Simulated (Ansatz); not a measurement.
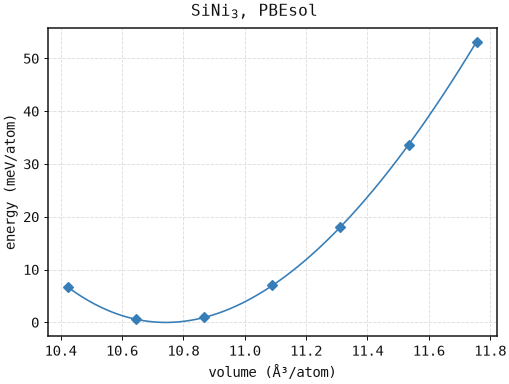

The figure shows the energy against volume for SiNi₃, space group R-3m (No. 166).

Structure:
```
CELL_PARAMETERS angstrom
1.29280 0.74640 7.66199
-1.29280 0.74640 7.66199
0.00000 -1.49280 7.66199
ATOMIC_POSITIONS crystal
Ni 0.25473 0.25473 0.25473
Ni 0.50000 0.50000 0.50000
Ni 0.74527 0.74527 0.74527
Si 0.00000 0.00000 0.00000
```

Method: all-electron LAPW DFT, collinear spins; energies at scaled volumes of the given cell, shape and fractions fixed, counted from the fit's minimum, third-order Birch-Murnaghan fit (Ansatz 0.2.0). Level: PBEsol, collinear spin.

k mesh 12×12×12; occupations Fermi–Dirac; smearing width 0.05 eV; potentials all electron LAPW, scalar relativistic; program settings basis error eV/atom 0.001.

From this curve and the settings, what does the calculation give for the pressure and cell moment at the same points?

The pressure falls from 6.87 GPa at volume 10.42 Å³/atom to −15.41 GPa at 11.76 Å³/atom, and changes sign near 10.75 Å³/atom. The cell moment rises from 0.26 μB at volume 10.42 Å³/atom to 0.65 μB at 11.76 Å³/atom.

```json
{"volume (Å³/atom)": "10.42", "pressure (GPa)": "6.87", "cell moment (μB)": "0.26"}
{"volume (Å³/atom)": "10.65", "pressure (GPa)": "1.97", "cell moment (μB)": "0.35"}
{"volume (Å³/atom)": "10.87", "pressure (GPa)": "-2.39", "cell moment (μB)": "0.42"}
{"volume (Å³/atom)": "11.09", "pressure (GPa)": "-6.26", "cell moment (μB)": "0.48"}
{"volume (Å³/atom)": "11.31", "pressure (GPa)": "-9.69", "cell moment (μB)": "0.54"}
{"volume (Å³/atom)": "11.53", "pressure (GPa)": "-12.72", "cell moment (μB)": "0.59"}
{"volume (Å³/atom)": "11.76", "pressure (GPa)": "-15.41", "cell moment (μB)": "0.65"}
```

Limits of the calculation: the program warns: seeded moment not kept; shape and atomic fractions are frozen while scaling, which makes layered, chain and framework solids too stiff.
